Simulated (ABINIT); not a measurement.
SnO: Bethe–Salpeter calculation (part 1 of 2)

System: SnO (P4/nmm, 4 atoms in the cell).
Method: Kohn-Sham DFT of a periodic cell, LDA, PseudoDojo NC SR LDA v0.4.1 standard, BSE, no spin polarisation (ABINIT 10.8.3).

The structure derives from a Materials Project entry.

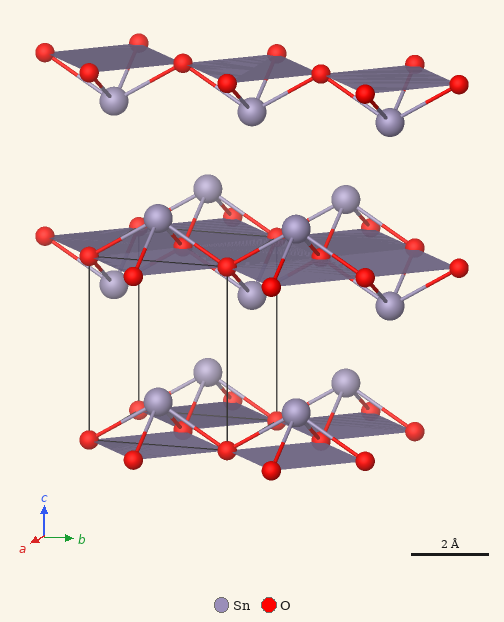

Figure 1. The input geometry (polyhedral view of the cell of the calculation, repeated 1 × 2 × 2, seen slightly off an axis; polyhedra are completed across the faces of the cell). An atom can appear more than once, as a periodic image.

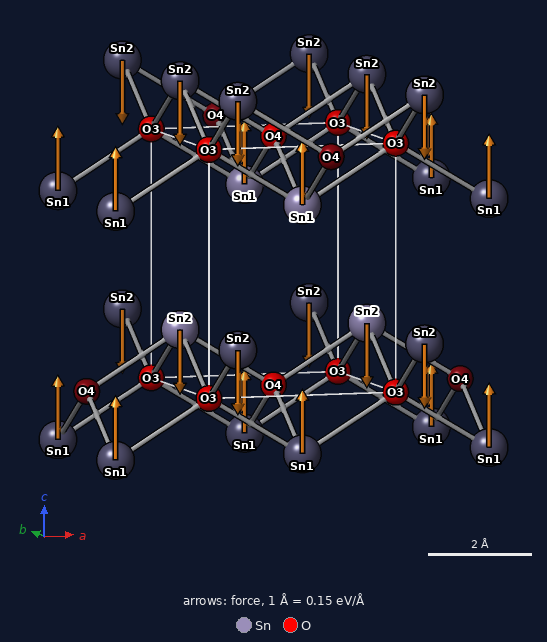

Figure 2. Forces on the atoms as orange arrows (ball-and-stick view of the cell of the calculation, seen slightly off an axis; neighbours outside the cell are drawn fainter; atoms are numbered from 1 in the order of the input). The largest act on Sn1, Sn2 (0.19 eV/Å). The geometry is not a stationary point of this energy.

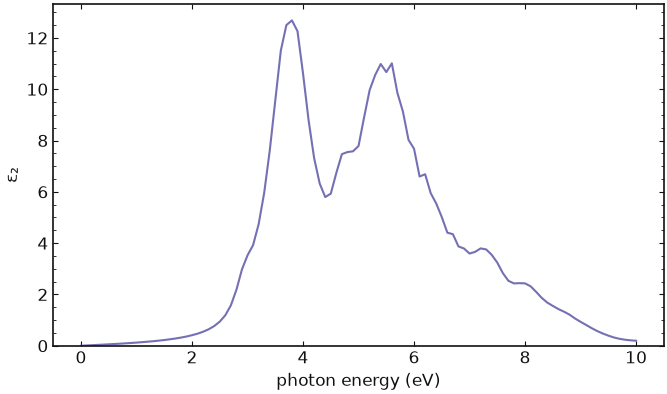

Figure 3. Imaginary part of the dielectric function (first component that the program prints). The highest peak, 12.7, lies at 3.80 eV.

These pictures come from the run below.

Input:
```
# Datasets
ndtset 3

# Pseudopotentials
pp_dirpath "./"
pseudos "Sn.upf, O.upf"

# Structure
acell 3.81369522 3.81369522 4.8869133 Angstrom
rprim
     1.0000000000     0.0000000000     0.0000000000
     0.0000000000     1.0000000000     0.0000000000
     0.0000000000     0.0000000000     1.0000000000
ntypat 2
znucl 50 8
natom 4
typat 1 1 2 2
xred
            1/2            0.0   0.7646261400
            0.0            1/2   0.2353738600
            0.0            0.0            0.0
            1/2            1/2            0.0

# Plane-wave basis
ecut 35.0

# k points
kptopt 1
ngkpt 4 4 4
nshiftk 1
shiftk 0.11 0.21 0.31
chksymbreak 0
istwfk *1

# Exchange and correlation
ixc 7

# Bands and occupations
occopt 1

# SCF cycle
nstep 80
diemac 6.0

# Output
iomode 3
prteig 0
prtebands 0

# Dataset 1: ground state
nband1 20
tolvrs1 1.0e-12
prtden1 1
prtwf1 0
ngkpt1 4 4 4
nshiftk1 1
shiftk1 0.0 0.0 0.0

# Dataset 2: empty bands at fixed density
iscf2 -2
getden2 1
nband2 29
nbdbuf2 4
tolwfr2 1.0e-12
nstep2 120
prtden2 0

# Dataset 3: Bethe-Salpeter equation, Tamm-Dancoff
optdriver3 99
getwfk3 2
getden3 1
bs_calctype3 1
mbpt_sciss3 0.7 eV
bs_exchange_term3 1
bs_coulomb_term3 0
bs_coupling3 0
bs_algorithm3 2
bs_haydock_niter3 200
bs_haydock_tol3 0.02 0.0
bs_loband3 17
nband3 23
ecutwfn3 25.0
ecuteps3 3.0
bs_freq_mesh3 0.0 10.0 0.05 eV
zcut3 0.2 eV
inclvkb3 2
```

Launched with:
```bash
mpirun --bind-to none -np 4 abinit run.abi > log 2>&1
```

Log:
```
.Version 10.8.3 of ABINIT
 DATASET    1 : space group P4/n m m (#129); Bravais tP (primitive tetrag.)
================================================================================
 Values of the parameters that define the memory need for DATASET  1.
     intxc =       0    ionmov =       0      iscf =       7    lmnmax =       6
     lnmax =       6     mgfft =      50  mpssoang =       3    mqgrid =    3001
     natom =       4  nloc_mem =       1    nspden =       1   nspinor =       1
    nsppol =       1      nsym =      16    n1xccc =    2501    ntypat =       2
    occopt =       1   xclevel =       1
       mpw =        4805          nfft =       80000          nkpt =          18
================================================================================
================================================================================

 DATASET    2 : space group P4/n m m (#129); Bravais tP (primitive tetrag.)
================================================================================
 Values of the parameters that define the memory need for DATASET  2.
     intxc =       0    ionmov =       0      iscf =      -2    lmnmax =       6
     lnmax =       6     mgfft =      50  mpssoang =       3    mqgrid =    3001
     natom =       4  nloc_mem =       1    nspden =       1   nspinor =       1
    nsppol =       1      nsym =      16    n1xccc =    2501    ntypat =       2
    occopt =       1   xclevel =       1
       mpw =        4789          nfft =       80000          nkpt =          64
================================================================================
================================================================================

 DATASET    3 : space group P4/n m m (#129); Bravais tP (primitive tetrag.)
================================================================================
 Values of the parameters that define the memory need for DATASET  3.
     intxc =       0    ionmov =       0      iscf =       7    lmnmax =       6
     lnmax =       6     mgfft =      45  mpssoang =       3    mqgrid =    3001
     natom =       4  nloc_mem =       1    nspden =       1   nspinor =       1
    nsppol =       1      nsym =      16    n1xccc =    2501    ntypat =       2
    occopt =       1   xclevel =       1
       mpw =        2899          nfft =       58320          nkpt =          64
================================================================================
================================================================================

--------------------------------------------------------------------------------
------------- Echo of variables that govern the present computation ------------
--------------------------------------------------------------------------------
 -outvars: echo values of preprocessed input variables --------
            acell      7.2068394935E+00  7.2068394935E+00  9.2349277381E+00 Bohr
              amu      1.18710000E+02  1.59994000E+01
  bs_coulomb_term1         11
  bs_coulomb_term2         11
  bs_coulomb_term3          0
     bs_freq_mesh1     0.00000000E+00  0.00000000E+00  3.67493222E-04 Hartree
     bs_freq_mesh2     0.00000000E+00  0.00000000E+00  3.67493222E-04 Hartree
     bs_freq_mesh3     0.00000000E+00  3.67493222E-01  1.83746611E-03 Hartree
 bs_haydock_niter1        100
 bs_haydock_niter2        100
 bs_haydock_niter3        200
        bs_loband1          0
        bs_loband2          0
        bs_loband3         17
      chksymbreak           0
           diemac      6.00000000E+00
             ecut1     3.50000000E+01 Hartree
             ecut2     3.50000000E+01 Hartree
             ecut3     2.50000000E+01 Hartree
          ecuteps1     0.00000000E+00 Hartree
          ecuteps2     0.00000000E+00 Hartree
          ecuteps3     3.00000000E+00 Hartree
          ecutwfn1     0.00000000E+00 Hartree
          ecutwfn2     0.00000000E+00 Hartree
          ecutwfn3     2.50000000E+01 Hartree
           getden1          0
           getden2          1
           getden3          1
           getwfk1          0
           getwfk2          0
           getwfk3          2
             iscf1          7
             iscf2         -2
             iscf3          7
              ixc           7
           jdtset        1    2    3
                       outvar_i_n : Printing only first  50 k-points.
         kptrlatt        4    0    0      0    4    0      0    0    4
          kptrlen      2.88273580E+01
       mbpt_sciss1     0.00000000E+00 Hartree
       mbpt_sciss2     0.00000000E+00 Hartree
       mbpt_sciss3     2.57245255E-02 Hartree
            natom           4
            nband1         20
            nband2         29
            nband3         23
           nbdbuf1          0
           nbdbuf2          4
           nbdbuf3          0
           ndtset           3
            ngfft1         40      40      50
            ngfft2         40      40      50
            ngfft3         36      36      45
             nkpt1         18
             nkpt2         64
             nkpt3         64
           npweps1          0
           npweps2          0
           npweps3        123
            nstep1         80
            nstep2        120
            nstep3         80
             nsym          16
           ntypat           2
        optdriver1          0
        optdriver2          0
        optdriver3         99
           prtden1          1
           prtden2          0
           prtden3          1
        prtebands           0
           prteig           0
            prtwf1          0
            prtwf2          1
            prtwf3          1
           shiftk1     0.00000000E+00  0.00000000E+00  0.00000000E+00
           shiftk2     1.10000000E-01  2.10000000E-01  3.10000000E-01
           shiftk3     1.10000000E-01  2.10000000E-01  3.10000000E-01
          spgroup         129
           tolvrs1     1.00000000E-12
           tolvrs2     0.00000000E+00
           tolvrs3     0.00000000E+00
           tolwfr1     0.00000000E+00
           tolwfr2     1.00000000E-12
           tolwfr3     0.00000000E+00
            typat      1  1  2  2
                       outvars : Printing only first  50 k-points.
           xangst      1.9068476100E+00  0.0000000000E+00  3.7366616531E+00
                       0.0000000000E+00  1.9068476100E+00  1.1502516469E+00
                       0.0000000000E+00  0.0000000000E+00  0.0000000000E+00
                       1.9068476100E+00  1.9068476100E+00  0.0000000000E+00
            xcart      3.6034197467E+00  0.0000000000E+00  7.0612671495E+00
                       0.0000000000E+00  3.6034197467E+00  2.1736605885E+00
                       0.0000000000E+00  0.0000000000E+00  0.0000000000E+00
                       3.6034197467E+00  3.6034197467E+00  0.0000000000E+00
             xred      5.0000000000E-01  0.0000000000E+00  7.6462614000E-01
                       0.0000000000E+00  5.0000000000E-01  2.3537386000E-01
                       0.0000000000E+00  0.0000000000E+00  0.0000000000E+00
                       5.0000000000E-01  5.0000000000E-01  0.0000000000E+00
             zcut1     3.67493260E-03 Hartree
             zcut2     3.67493260E-03 Hartree
             zcut3     7.34986444E-03 Hartree
            znucl       50.00000    8.00000

================================================================================

 chkinp: Checking input parameters for consistency, jdtset=   1.

 chkinp: Checking input parameters for consistency, jdtset=   2.

 chkinp: Checking input parameters for consistency, jdtset=   3.

================================================================================
== DATASET  1 ==================================================================

--- !DatasetInfo
iteration_state: {dtset: 1, }
dimensions: {natom: 4, nkpt: 18, mband: 20, nsppol: 1, nspinor: 1, nspden: 1, mpw: 4805, }
cutoff_energies: {ecut:  35.0, pawecutdg:  -1.0, }
electrons: {nelect:   4.00000000E+01, charge:   0.00000000E+00, occopt:   1.00000000E+00, tsmear:   1.00000000E-02, }
meta: {optdriver: 0, ionmov: 0, optcell: 0, iscf: 7, paral_kgb: 0, }
...

 Exchange-correlation functional for the present dataset will be:
  LDA: Perdew-Wang 92 LSD fit to Ceperley-Alder data - ixc=7
  J.P.Perdew and Y.Wang, PRB 45, 13244 (1992)

 Real(R)+Recip(G) space primitive vectors, cartesian coordinates (Bohr,Bohr^-1):
 R(1)=  7.2068395  0.0000000  0.0000000  G(1)=  0.1387571  0.0000000  0.0000000
 R(2)=  0.0000000  7.2068395  0.0000000  G(2)=  0.0000000  0.1387571  0.0000000
 R(3)=  0.0000000  0.0000000  9.2349277  G(3)=  0.0000000  0.0000000  0.1082846
 Unit cell volume ucvol=  4.7964862E+02 bohr^3
 Angles (23,13,12)=  9.00000000E+01  9.00000000E+01  9.00000000E+01 degrees

 getcut: wavevector=  0.0000  0.0000  0.0000  ngfft=  40  40  50
         ecut(hartree)=     35.000   => boxcut(ratio)=   2.03300

--- Pseudopotential description ------------------------------------------------
- pspini: atom type   1  psp file is ./Sn.upf
  50.00000  14.00000  180309                  znucl, zion, pspdat
12 -1012 2 -1 1608                            pspcod,pspxc,lmax,lloc,mmax
     nproj     2     2     2

- pspini: atom type   2  psp file is ./O.upf
   8.00000   6.00000  201201                  znucl, zion, pspdat
12 -1012 2 -1 926                             pspcod,pspxc,lmax,lloc,mmax
     nproj     2     2     1

   3.10050884E+03                                ecore*ucvol(ha*bohr**3)
--------------------------------------------------------------------------------

================================================================================

--- !BeginCycle
iteration_state: {dtset: 1, }
solver: {iscf: 7, nstep: 80, nline: 4, wfoptalg: 0, }
tolerances: {tolvrs: 1.00E-12, }
...

     iter   Etot(hartree)      deltaE(h)  residm     vres2
 ETOT  1  -188.69191345436    -1.887E+02 4.080E-01 3.381E+02
 ETOT  2  -190.12129530058    -1.429E+00 6.219E-02 1.756E+02
 ETOT  3  -190.17051573043    -4.922E-02 4.111E-02 1.640E+02
 ETOT  4  -190.17043240960     8.332E-05 3.328E-03 1.821E+02
 ETOT  5  -190.20010758889    -2.968E-02 3.821E-04 2.856E+01
 ETOT  6  -190.20089091307    -7.833E-04 3.804E-05 2.077E+01
 ETOT  7  -190.20128944519    -3.985E-04 2.300E-06 1.598E+01
 ETOT  8  -190.20177505658    -4.856E-04 1.958E-06 9.985E+00
 ETOT  9  -190.20247439342    -6.993E-04 6.946E-06 1.457E+00
 ETOT 10  -190.20259291725    -1.185E-04 5.080E-06 3.529E-02
 ETOT 11  -190.20259662519    -3.708E-06 1.620E-07 1.547E-03
 ETOT 12  -190.20259676007    -1.349E-07 1.621E-08 5.388E-05
 ETOT 13  -190.20259676004     3.064E-11 2.394E-09 3.373E-05
 ETOT 14  -190.20259676498    -4.933E-09 8.628E-11 1.492E-05
 ETOT 15  -190.20259676776    -2.787E-09 2.149E-11 5.150E-08
 ETOT 16  -190.20259676776     2.245E-12 3.452E-12 1.243E-07
 ETOT 17  -190.20259676778    -2.308E-11 3.230E-13 3.674E-09
 ETOT 18  -190.20259676778     7.105E-13 3.825E-14 1.886E-11
 ETOT 19  -190.20259676779    -2.530E-12 1.566E-15 1.130E-13

 At SCF step   19       vres2   =  1.13E-13 < tolvrs=  1.00E-12 =>converged.

 Cartesian components of stress tensor (hartree/bohr^3)
  sigma(1 1)=  1.32485080E-04  sigma(3 2)=  0.00000000E+00
  sigma(2 2)=  1.32485080E-04  sigma(3 1)=  0.00000000E+00
  sigma(3 3)=  1.22365059E-04  sigma(2 1)=  0.00000000E+00
```
